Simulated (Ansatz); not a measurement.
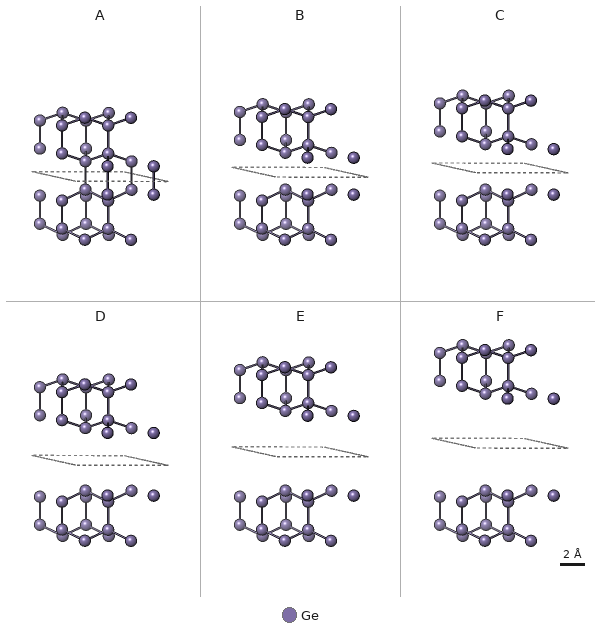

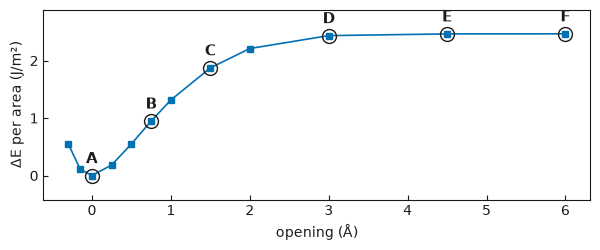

Crystalline Ge (P6_3/mmc): the crystal is pulled apart rigidly along the normal of the (0 0 1) plane of the conventional cell, at a cut between a plane of Ge below and one of Ge above, 2.47 Å apart. One cut stands in each cell, which starts 13.1 Å high; nothing is relaxed, and the dashed outline marks the cut. The lettered frames are marked on the plot. The picture is a ball-and-stick view of the layers on both sides of the cut, seen from the side, nearly along the cut plane.

Level of theory: Ansatz, DFT PBEsol, scalar-relativistic, plane waves, PAW. Set-up: plane-wave cutoff 420 eV; k-point mesh 11 × 11 × 3; occupations gaussian; smearing width 0.15 eV; no spin polarisation. Energies (free energies at the smearing named) are counted from the relaxed crystal.

### What does the scan show?

At the widest opening, 6.00 Å, the energy has risen by 2.466 J/m², where the curve has levelled off: this is the ideal work of separation, the sum of the two unrelaxed surface energies of a slab 13.1 Å thick. The steepest rise lies between 0.50 Å and 0.75 Å, with a mean traction of about 16 GPa. Pressing the cut together by 0.30 Å costs 0.550 J/m².

The computed points:

| opening (Å) | ΔE per area (J/m²) |
| --- | --- |
| −0.30 | 0.550 |
| −0.15 | 0.111 |
| 0.00 | 0.000 |
| 0.25 | 0.184 |
| 0.50 | 0.551 |
| 0.75 | 0.949 |
| 1.00 | 1.315 |
| 1.50 | 1.874 |
| 2.00 | 2.210 |
| 3.00 | 2.434 |
| 4.50 | 2.465 |
| 6.00 | 2.466 |
